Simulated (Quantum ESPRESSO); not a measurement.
## A series of single points on SnSe

System: SnSe (Fm-3m, 2 atoms in the cell).
Method: Kohn-Sham DFT of a periodic cell, PBE with D3(BJ), PseudoDojo 0.4.1 SR PBE standard, no spin polarisation (Quantum ESPRESSO 7.5).

The 7 runs differ only in the geometry, by an even scaling of the cell at fixed fractional positions. The structure derives from an entry of the Crystallography Open Database.

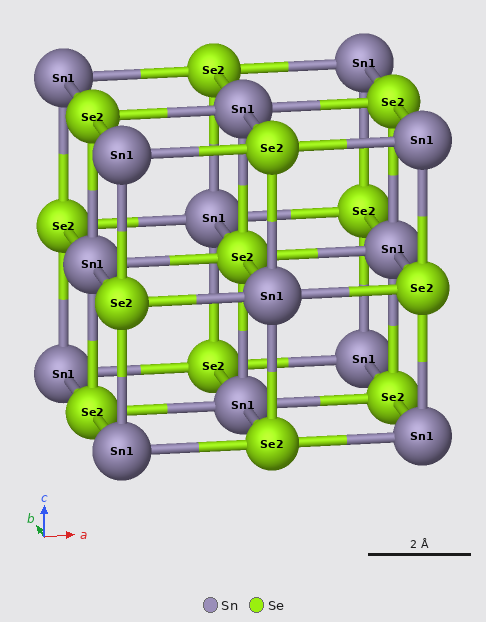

Figure 1. The structure of run 4 (ball-and-stick view of the cell 4 times as large as that of the calculation, set on its symmetry axes, seen slightly off an axis; atoms are numbered from 1 in the order of the input).

### Input of run 4
```
&CONTROL
  calculation = 'scf'
  prefix = 'pwscf'
  outdir = './tmp'
  pseudo_dir = './pseudo'
  tprnfor = .true.
  tstress = .true.
  disk_io = 'nowf'
/
&SYSTEM
  ibrav = 0
  nat = 2
  ntyp = 2
  ecutwfc = 86
  nbnd = 22
  occupations = 'smearing'
  smearing = 'fd'
  degauss = 0.00367493
  vdw_corr = 'grimme-d3'
  dftd3_version = 4
/
&ELECTRONS
  conv_thr = 4d-10
  electron_maxstep = 120
  mixing_beta = 0.5
/
ATOMIC_SPECIES
Sn   118.7100 Sn.upf
Se    78.9710 Se.upf
CELL_PARAMETERS angstrom
   0.0000000000    3.0100000000    3.0100000000
   3.0100000000    0.0000000000    3.0100000000
   3.0100000000    3.0100000000    0.0000000000
ATOMIC_POSITIONS crystal
Sn     0.0000000000    0.0000000000    0.0000000000
Se     0.5000000000    0.5000000000    0.5000000000
K_POINTS automatic
8 8 8 0 0 0
```

Command:
```bash
OMP_NUM_THREADS=1 pw.x -in pw.in > pw.out
```

Run 5 differs from it as follows:
```diff
-   0.0000000000    3.0100000000    3.0100000000
-   3.0100000000    0.0000000000    3.0100000000
-   3.0100000000    3.0100000000    0.0000000000
+   0.0000000000    3.0299343558    3.0299343558
+   3.0299343558    0.0000000000    3.0299343558
+   3.0299343558    3.0299343558    0.0000000000
```

### Results, with one run withheld

| run | volume per atom (Å³) | free energy per atom, from the lowest run given (meV) | pressure (GPa) | gap on the mesh (eV) |
| --- | --- | --- | --- | --- |
| 1 | 25.635 | 8.20 | 2.47 | 0.75 |
| 2 | 26.180 | 2.01 | 1.18 | 0.73 |
| 3 | 26.725 | 0.00 | 0.02 | 0.67 |
| 4 | 27.271 | 1.72 | −1.02 | 0.58 |
| 5 | 27.816 | ? | ? | ? |
| 6 | 28.362 | 14.79 | −2.74 | 0.41 |
| 7 | 28.907 | 25.20 | −3.34 | 0.34 |

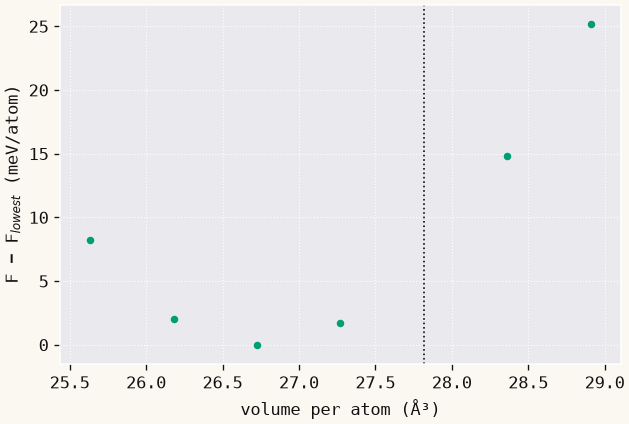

Figure 2. Free energy per atom of the runs given; the dotted line marks run 5.

What should run 5 give?

A cubic polynomial in V^(−2/3) (the Birch–Murnaghan form), fitted to the 6 runs given, misses them by at most 0.04 meV per atom. With x = V^(−2/3) − 0.11073 Å⁻², it reads F = 1.0178 − 1801.4 x + 7.901e+05 x² + 4.7629e+06 x³ (meV per atom). At run 5 it gives 6.80 meV per atom, and the run itself gives 6.78. The slope of the fit gives a pressure −dF/dV of −1.93 GPa there, and the run prints −1.95 GPa. The fit has its minimum at 26.730 Å³ per atom, where V d²F/dV² gives 53.7 GPa: the bulk modulus at this level, since symmetry fixes the shape and the positions. The gap on the mesh goes, without turning, from 0.75 eV in run 1 to 0.34 eV in run 7; run 5 has 0.49 eV. These are gaps of this functional on this mesh, which can miss the band edges; they aren't the measured gap.

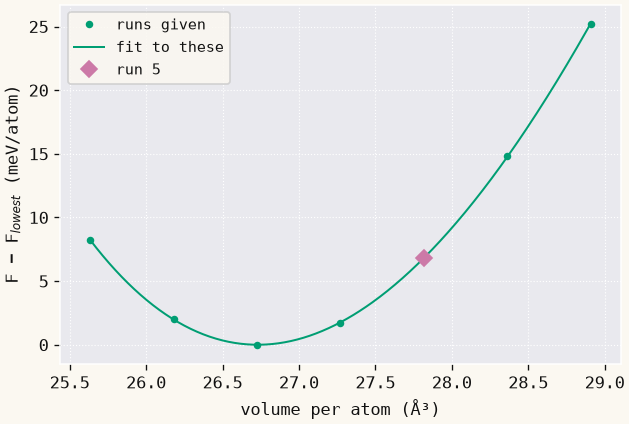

Figure 3. The fit and the withheld run.

### Some lines of the output (run 5)
```
[...]
     unit-cell volume          =     375.4277 (a.u.)^3
     number of k points=    29  Fermi-Dirac smearing, width (Ry)=  0.0037
     total energy              =    -400.18610936 Ry
     total energy              =    -400.19937868 Ry
     total energy              =    -400.20052867 Ry
     total energy              =    -400.20057407 Ry
     total energy              =    -400.20057772 Ry
     total energy              =    -400.20057804 Ry
     total energy              =    -400.20057805 Ry
     the Fermi energy is     9.4323 ev
!    total energy              =    -400.20057805 Ry
     The total energy is F=E-TS. E is the sum of the following terms:
     Computing stress (Cartesian axis) and pressure
          total   stress  (Ry/bohr**3)                   (kbar)     P=      -19.46
```
